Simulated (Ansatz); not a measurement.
## Electronic structure of CsCl in real space

Input file:

```
crystal:
  lattice:
    - [4.123, 0.0, 0.0]
    - [0.0, 4.123, 0.0]
    - [0.0, 0.0, 3.95808]
  atoms:
    - { symbol: Cs, position: [0.0, 0.0, 0.0] }
    - { symbol: Cl, position: [0.5, 0.5, 0.5] }
basis:
  ecutwfc: 500
kpoints:
  mp_grid: { grid: [6, 6, 6] }
hamiltonian:
  xc: r2scan
scf:
  occupations: { method: gaussian, width: 0.05 }
output:
  forces: true
  stress: true
  eigenvalues: true
  write_density: true
  write_potential: true
  elf: true
  volumetric_format: npy
```

Command:

```sh
ansatz run input.yaml --threads 1 --pin off --max-ram 2560MiB --backend cpu --events-out ev --progress --plain --runs-dir out
```

Below, planes, directions and counts refer to the conventional cell (a = 4.12 Å, b = 4.12 Å, c = 3.96 Å, α = 90.00°, β = 90.00°, γ = 90.00°).

Space group P4/mmm; changed on purpose from its base cell (strain +0.000 along x and y, -0.040 along z, atoms carried along).

All numbers below come from DFT r2SCAN, scalar-relativistic, plane waves, PAW (Ansatz 0.2.0).

In a PAW calculation such maps are meaningful between the atoms, not at the nuclei.

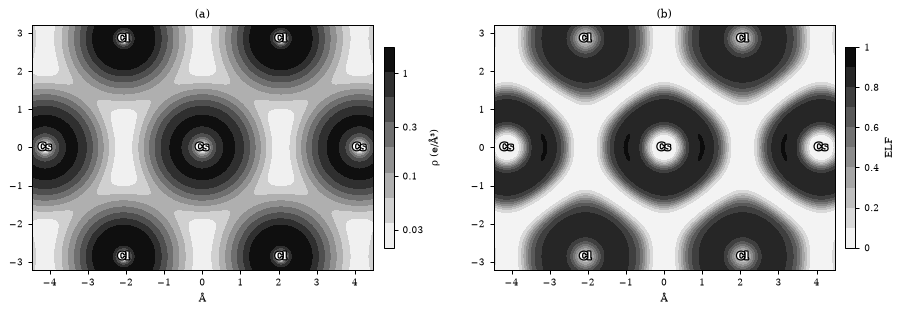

Figure 1. (a) valence electron density; (b) electron localisation function on the (101) plane of the conventional cell.

**What do the fields say about this system?**

Atoms in the plane: Cs and Cl. Cs–Cl (3.52 Å): the density is about 0.07 e/Å³ at the midpoint; the ELF is about 0.05 at the midpoint (a largely ionic contact). Between the atoms the lowest density in this plane is 0.02 e/Å³. The features right at Cs lie inside the PAW spheres, where the map follows smoothed inner orbitals and isn't to be read closely.

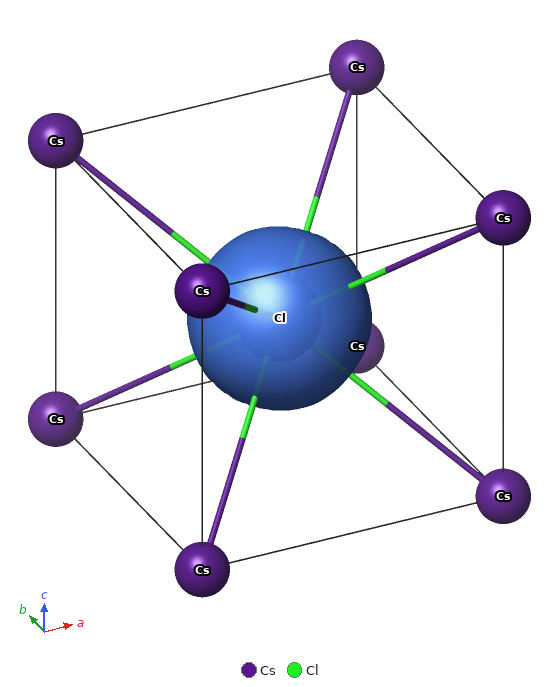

Figure 2. Isosurface of the electron localisation function at 0.8 (blue), seen at an oblique angle. Only the valence region is drawn (cores and ρ < 0.01 e/Å³ removed). Sticks mark near contacts.

**Where are the electrons localised?**

The surface consists of one region wrapped around Cl (its valence shell), counted in one cell of 2 atoms. Any copies at cell faces, edges or corners count once.

**Does the calculation make it a metal, or give it a gap?**

It is gapped, with a Kohn–Sham gap of 5.7 eV on the k-point mesh (the band edges may lie off the mesh, which would make the gap smaller).
